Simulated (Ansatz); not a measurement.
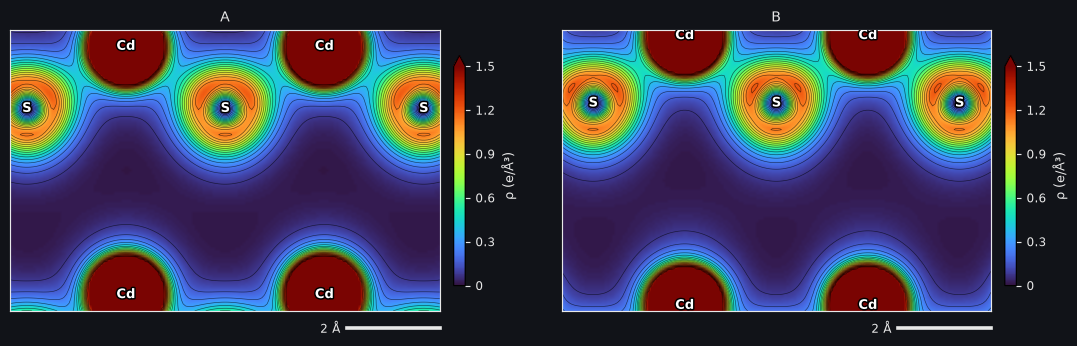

CdS. The valence charge density (pseudo) of two cells that differ in size and shape, on the (11̄0) plane of each (indices in the axes of the calculation cell), at one length scale and on one colour scale: A has 24.5 Å³ an atom and B 22.7.

Space group I-4m2.

Theory: DFT PBE, scalar-relativistic, plane waves, PAW in Ansatz 0.2.0.

In a PAW calculation such maps are meaningful between the atoms, not at the nuclei.

The larger cell:

```
CELL_PARAMETERS angstrom
0.00000 3.02640 2.67720
3.02640 0.00000 2.67720
3.02640 3.02640 0.00000
ATOMIC_POSITIONS crystal
Cd 0.00000 0.00000 0.00000
S 0.75000 0.75000 0.75000
```

The smaller cell: a = 4.034 Å, b = 4.034 Å, c = 3.951 Å, α = 60.68°, β = 60.68°, γ = 58.64°.

Q: What changes from the larger cell to the smaller?

A: From the larger cell to the smaller, Cd–S goes from 2.52 to 2.45 Å, and the density at its midpoint from 0.42 to 0.48 e/Å³; the pressure goes from 3.2 to 10 GPa; the Kohn–Sham gap goes from 0.96 eV to 1.3 eV.
